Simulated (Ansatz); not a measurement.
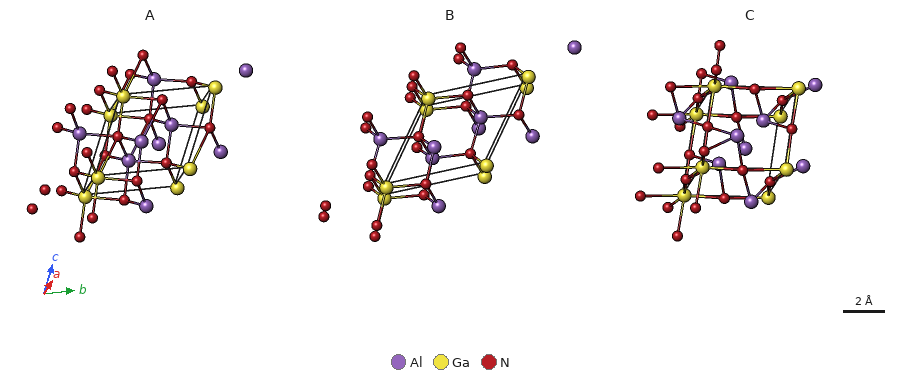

3 geometries from one relaxation of crystalline Al$_{2}$GaN$_{3}$ (built on the Li2GaCu3-166 type type), in shuffled order. Style: ball-and-stick. Shown: the cell of the calculation, from a free direction.

Case: shaken.

Method: DFT, PBEsol, plane waves, PAW in Ansatz 0.2.0. (plane-wave cutoff 420 eV; k-point mesh 4 × 4 × 4; occupations fermi dirac; smearing width 0.05 eV; no spin polarisation; cell and atoms relaxed; force threshold 0.01 eV/Å; at most 120 steps)

Put them in the order of the run, from the start to the converged end.

Answer. C, A, B. They are steps 0, 9, 28, at +1351 meV per atom, +359 meV per atom relative to the last. The largest moves relative to the cell, 0.95 Å, are those of N atoms. Largest moves by element: N 0.95 Å, Al 0.42 Å, Ga 0.24 Å. The volume changes by −5.6 %, with a 4.023 → 3.130 Å (−22.2 %), b 4.175 → 5.411 Å (+29.6 %), c 4.176 → 5.411 Å (+29.6 %), α 81.7° → 48.1°, β 82.1° → 106.8°, γ 83.9° → 106.8°. Among the contacts that change: Al–N 1.719 → 3.673 Å, Ga–N 2.081 → 3.626 Å, Al–N 2.144 → 3.673 Å, Ga–N 2.206 → 3.626 Å. New bonds form: Al–N (2.76 → 1.89 Å), Al–N (2.96 → 1.90 Å), Al–N (3.01 → 1.90 Å), Al–N (3.03 → 1.89 Å). Bonds break: Al–N (1.72 → 3.67 Å), Al–N (2.14 → 3.67 Å), Ga–N (2.08 → 3.63 Å), Ga–N (2.21 → 3.63 Å). Among the angles between lasting bonds that change: Al–N–Al 176.1° → 110.4°, Al–N–Al 172.5° → 110.4°, N–Ga–N 157.6° → 107.1°. The space group (tolerance 0.01 Å) goes from P1 (No. 1) to Imm2 (No. 44). Over 24 accepted moves (28 points after the start) the energy falls by 1351 meV per atom. The largest force component goes from 3.7 to 0.0006 eV/Å. Pressure: 0.05 GPa at the start and 0.01 GPa at the end. At 4 points the geometry stayed and the basis and grid were re-selected for the new cell (energy shift of 112 meV per atom at most each time).
